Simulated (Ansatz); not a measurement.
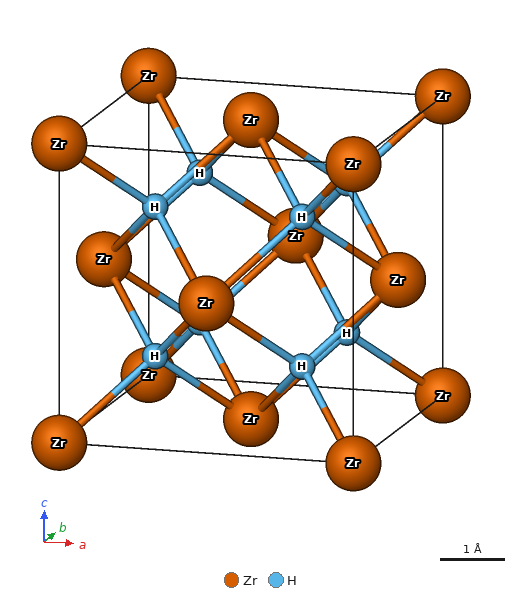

This is a symmetric starting cell of ZrH2. The picture is a ball-and-stick view of the conventional cell (4 times the calculation's cell), seen slightly off an axis. Lengths and directions refer to the drawn axes.

Level of theory: DFT PBEsol, scalar-relativistic, plane waves, PAW (Ansatz 0.2.0). Set-up: plane-wave cutoff 420 eV; k-point mesh 16 × 16 × 16; occupations gaussian; smearing width 0.1 eV; no spin polarisation.

Change: All lengths are scaled by +4.7 % (volume +14.7 %), the atoms keeping their fractional coordinates. No relaxation follows. The starting cell wasn't computed here and needn't be at equilibrium, so pressure and forces aren't due to the change alone.

> Predict the response.

The pressure is −17.4 GPa (not all of it need come from the change, since the unchanged cell can be under pressure at this level too). All forces vanish by symmetry. Some distances before and after: H–Zr 2.086 → 2.184 Å. The space group stays Fm-3m (No. 225).

Drawn alike, the variant:

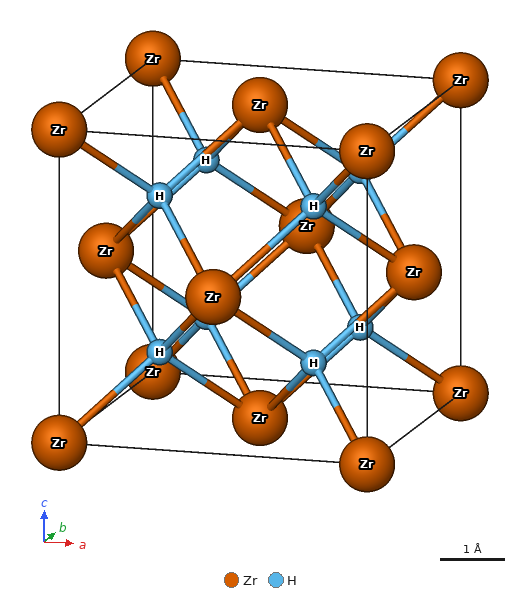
